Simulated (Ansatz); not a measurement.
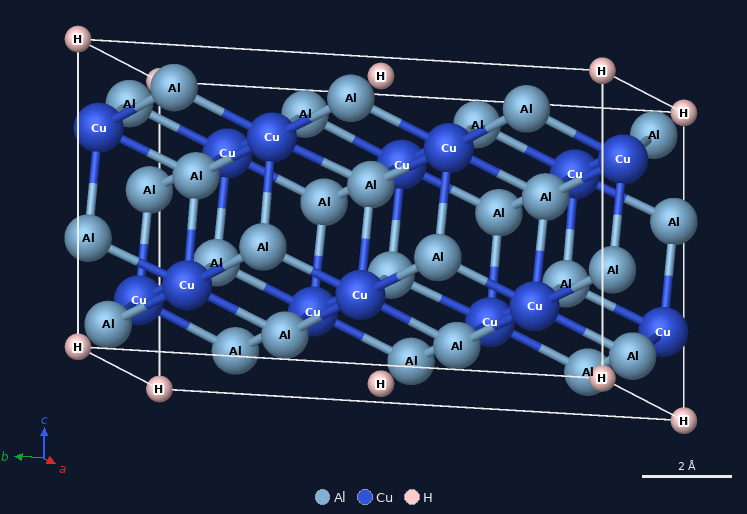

Drawn in the ball-and-stick manner and seen from a general direction. The frame is the conventional unit cell; atoms at its boundary are shown with their periodic copies. Cell: a = 7.082 Å, b = 12.268 Å, c = 7.082 Å, α = 90.00°, β = 109.47°, γ = 90.00°.

The structure is one of Al$_{12}$Cu$_{6}$H. The structure has C2/m (No. 12) symmetry and a base-centred monoclinic lattice. With Z = 2, the cell contains 24 Al, 12 Cu, 2 H. Al bonds to four Cu in a tetrahedral arrangement at about 2.5 Å. Around each Cu lie eight Al in a cubic arrangement at about 2.5 Å. The bonds build a three-dimensional framework; H atoms get no bond from the drawing's distance rule.

The structure comes from a structure listed in the Materials Project, repeated into a supercell with a point defect put in. The atoms were relaxed in a fixed cell with DFT PBE, scalar-relativistic, plane waves, PAW (Ansatz).
